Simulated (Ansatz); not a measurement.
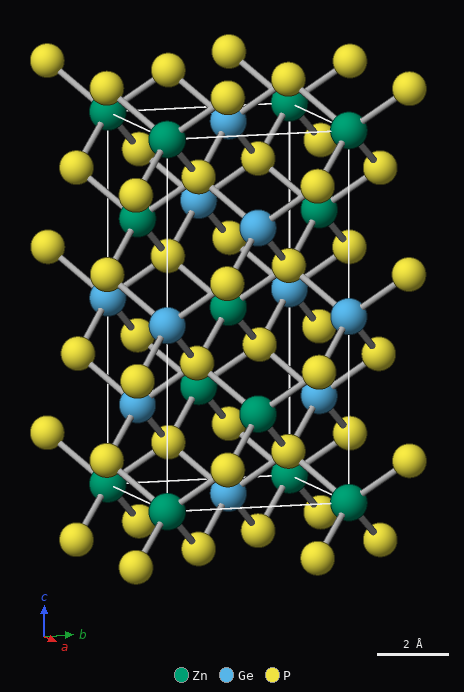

This is solid ZnGeP2 (built on the database structure type) at its r2SCAN-relaxed geometry. Style: ball-and-stick. Shown: the conventional cell (2 times the calculation's cell), slightly off an axis. Lengths and directions refer to the drawn axes.

Level of theory: Ansatz 0.2.0, DFT, r2SCAN, plane waves, PAW. (plane-wave cutoff 500 eV; k-point mesh 6 × 6 × 6; occupations fixed; no spin polarisation)

The variant: The cell is strained by −2.7 % along c and +3.0 % across it (volume +3.2 %). The atoms and the free axis were relaxed with r2SCAN under that strain, and this is a single point on that geometry.

Input file:
```yaml
crystal:
  lattice:
    - [-2.8050408024, 2.8050408024, 5.2199103843]
    - [2.8050408024, -2.8050408024, 5.2199103843]
    - [2.8050408024, 2.8050408024, -5.2199103843]
  atoms:
    - { symbol: Zn, position: [0.75, 0.25, 0.5] }
    - { symbol: Zn, position: [0.0, 0.0, 0.0] }
    - { symbol: Ge, position: [0.25, 0.75, 0.5] }
    - { symbol: Ge, position: [0.5, 0.5, 0.0] }
    - { symbol: P, position: [0.131818148, 0.625, 0.006818148] }
    - { symbol: P, position: [0.875, 0.868181852, 0.493181852] }
    - { symbol: P, position: [0.375, 0.381818148, 0.506818148] }
    - { symbol: P, position: [0.618181852, 0.125, 0.993181852] }
kpoints:
  mp_grid: { grid: [6, 6, 6] }
  band_path:
    path:
      - [0.0, 0.0, 0.0]
      - [0.0, 0.0, 0.5]
      - [0.25, 0.25, 0.25]
      - [0.0, 0.5, 0.0]
      - [0.5, 0.5, -0.5]
      - [0.3144035238, 0.6855964762, -0.3144035238]
      - [-0.3144035238, 0.3144035238, 0.3144035238]
      - [-0.1288070476, 0.1288070476, 0.5]
      - [0.5, 0.5, -0.1288070476]
      - [0.15625, 0.15625, -0.15625]
    npoints: 1
hamiltonian:
  xc: r2scan
scf:
  occupations: { method: fixed }
  n_extra_bands: 6
output:
  forces: true
  stress: true
  eigenvalues: true
```

Launched with:
```bash
ansatz run input.yaml --threads 2 --pin off --max-ram 29491MiB --backend cpu --events-out ev --progress --plain --runs-dir out
```

Question: What is the effect?

Answer: Energy change: +14.6 meV per atom. Pressure: 0.0 GPa before, −2.5 GPa after. The principal stresses (compression positive) are 0.0 GPa along c and −3.8 GPa across it. The forces stay under 0.01 eV/Å. The band gap: 1.43 eV before, 1.21 eV after. Among the bonded contacts that change: P–Zn 2.360 → 2.397 Å, Ge–P 2.334 → 2.352 Å. The space group stays I-42d (No. 122).

The changed structure in the same view:

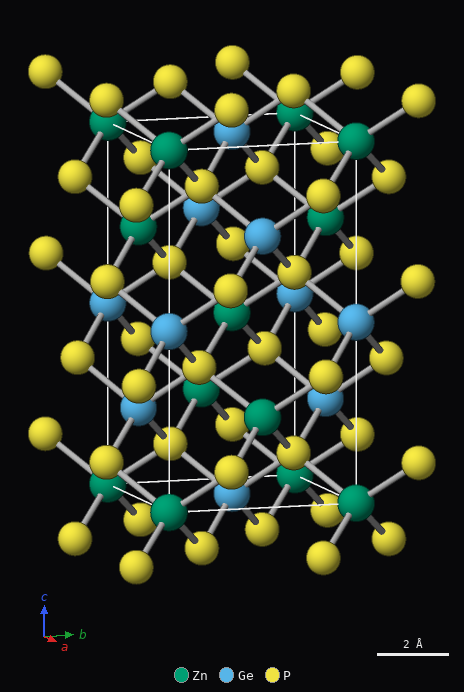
